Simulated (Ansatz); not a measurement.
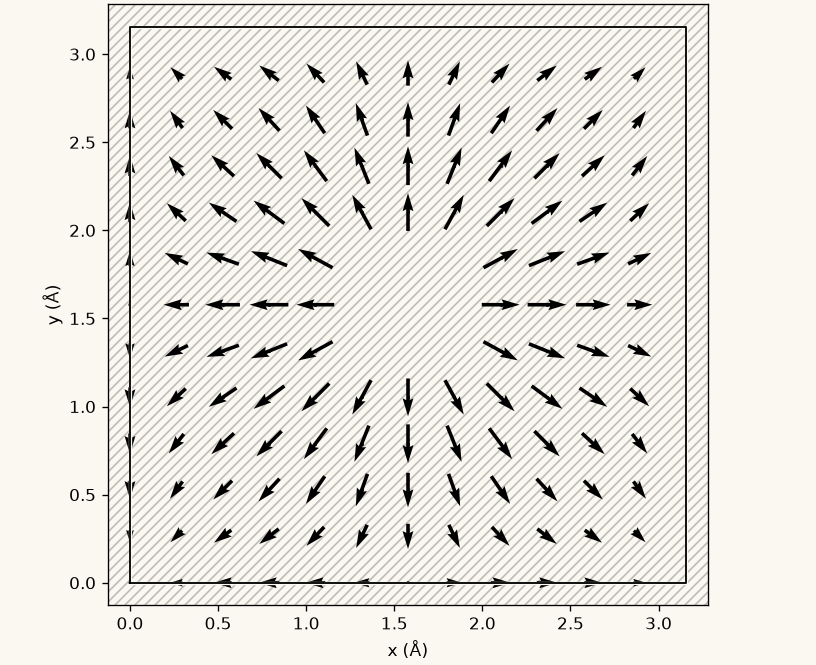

TiAl (Pm-3m, No. 221; 6 atoms in the cell). 
- Gamma surface: rigid slide across a plane, one fault a cell; the plane is (1 0 0) of the conventional cell, and the faces at the cut hold Al and Ti.
- Places are given modulo a cell vector. The map is drawn in real space over the plane of the slide.
- Nothing is relaxed (rigid halves, spacing across the cut fixed).
- Grid: 12 × 12 points; 25 points were computed and 110 follow by symmetry. At 9 points there is no value (left out of the scan, as a rule where atoms come close).
- The calculation used Ansatz, DFT PBEsol, scalar-relativistic, plane waves, PAW. Settings: cutoff 520 eV, k-mesh 14×14×5 in the order of the run's cell vectors, gaussian smearing 0.15 eV, no spin polarisation.

The picture shows dots at the grid points, arrows along the force (downhill), their lengths compressed, the outline of one cell of the plane, hatched blanks where no value was computed.

The arrows alone are given. Where is the energy lowest?

The arrows converge at (0/12, 0/12) of the cell vectors (read from the interpolated surface).

The energy map of the same scan:

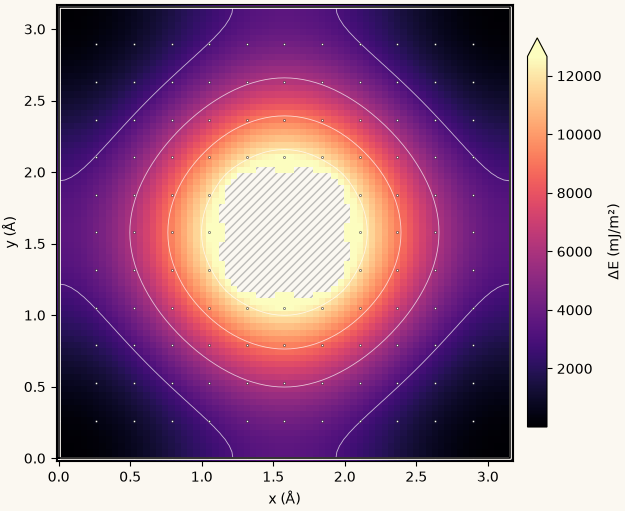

Energies are in mJ/m², from the lowest grid point; between grid points the surface is interpolated.

PAW datasets: the set soft_1.
